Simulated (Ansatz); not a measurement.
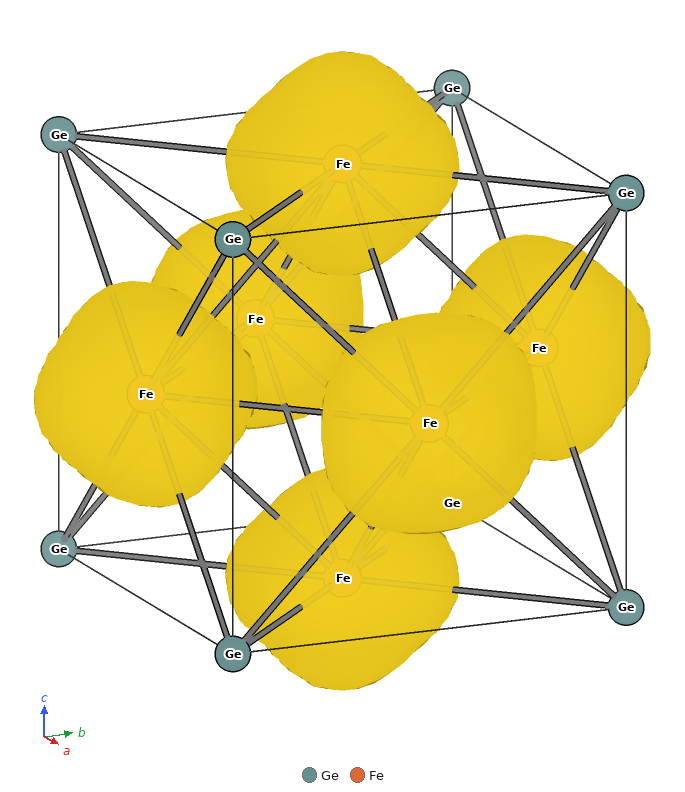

Figure 1: Fe₃Ge. Isosurfaces of the magnetisation density (up minus down) at +0.1 (yellow) and −0.1 e/Å³ (cyan), seen slightly off an axis. Sticks mark near contacts.

Space group Pm-3m; a structure from a database of computed crystals, not necessarily the ambient phase; spin-polarised.

Computed with Kohn-Sham DFT of a periodic cell, r2SCAN, Ansatz PAW (Ansatz).

```
Ge Fe
1.0
     3.68474    0.00000    0.00000
     0.00000    3.68474    0.00000
     0.00000    0.00000    3.68474
Ge Fe
1 3
Direct
  0.00000 0.00000 0.00000
  0.50000 0.00000 0.50000
  0.50000 0.50000 0.00000
  0.00000 0.50000 0.50000
```

**Describe the spin distribution.**

The spin density sits on Fe: +2.8 μB (×3) in one cell of 4 atoms, with smaller moments on other sites: Ge (up to −0.13 μB): parallel moments (a ferromagnetic arrangement) in this solution. The cell of the calculation (4 atoms) carries 8.0 μB of net spin moment. Only one sign reaches the isovalue.
